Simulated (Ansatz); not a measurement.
# RuAl/MgO/V: predicting the conductance of a thicker barrier

Set-up. Ansatz 0.2.0, plane waves with PAW datasets, PBE. Interfaces are relaxed in a short slab (with D3(BJ) where the barrier is layered), set between ideal electrode layers that go on as semi-infinite leads, and the zero-bias conductance G at 300 K comes from T(E) on a typed mesh. The error is the largest of the program's estimates from energy step, mesh, the leads' potential steps and neutrality; its separate bound for narrow resonances between the energies solved isn't counted and can be far larger. The lower electrode is RuAl (B2 001), the upper V (bcc 001) and the barrier MgO (rock salt 001), on a net of side 3.003 Å; d is the distance between the electrodes' last planes.

The runs shown:

| planes in the barrier | d (Å) | G (S/m²) | error (%) | lead step (meV) |
| --- | --- | --- | --- | --- |
| 2 | 6.23 | 2.10e12 | 11 | 10 |
| 3 | 8.36 | 1.04e11 | 13 | 10 |
| 4 | 10.49 | 4.49e9 | 9 | 10 |
| 5 | 12.63 | 2.34e8 | 12 | 10 |
| 6 | 14.76 | 1.44e7 | 14 | 10 |
| 7 | 16.89 | 1.04e6 | 34 | 10 |
| 9 | 21.15 | 2.09e4 | 81 | 10 |

Task: A further run has 10 planes, d = 23.28 Å. Fit G ∝ exp(−βd) to the rows shown and predict its conductance.

**Worked fit.** Take y = ln G: 28.37, 25.37, 22.23, 19.27, 16.48, 13.85 and 9.95. The means are d = 12.93 Å and y = 19.36; Σ(Δd Δy) = −199.24 and Σ(Δd)² = 158.42, so the slope is −1.258 Å⁻¹ (β = 1.258 Å⁻¹). At d = 23.28 Å, y = 19.36 − 1.258 × 10.35 = 6.34, or G = 568 S/m².

**The withheld run.** The run gave 4890 S/m², with an error estimate of 82 % and a lead step of 10 meV. The prediction is 0.116 times that, too low by a factor of 8.6. Step by step the slopes are 1.41, 1.47, 1.38, 1.31, 1.23, 0.92 and 0.68 Å⁻¹. How much of this is a real bend and how much error of the rows wasn't traced.

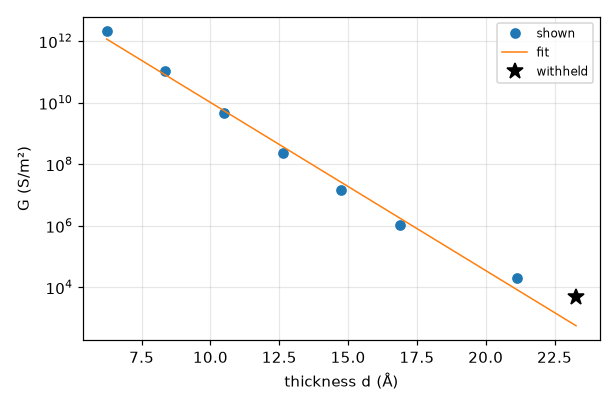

Fit and withheld run.

**Limits.** The interfaces are ideal, one cell wide, strained to a common net and relaxed from one registry with their symmetry kept. PBE's gaps are too small, so true decay constants are likely larger where the Fermi level lies deep in a gap. No spin-orbit coupling, phonons, disorder or image charges enter. The rows shown are chosen by tests on error estimates (under 100 to 120 %), lead steps (under 150 meV, though the program warns over 25), intact interfaces and, for fits, a steady trend in the rows shown; the data set holds 414 series of this kind, and not all pass.
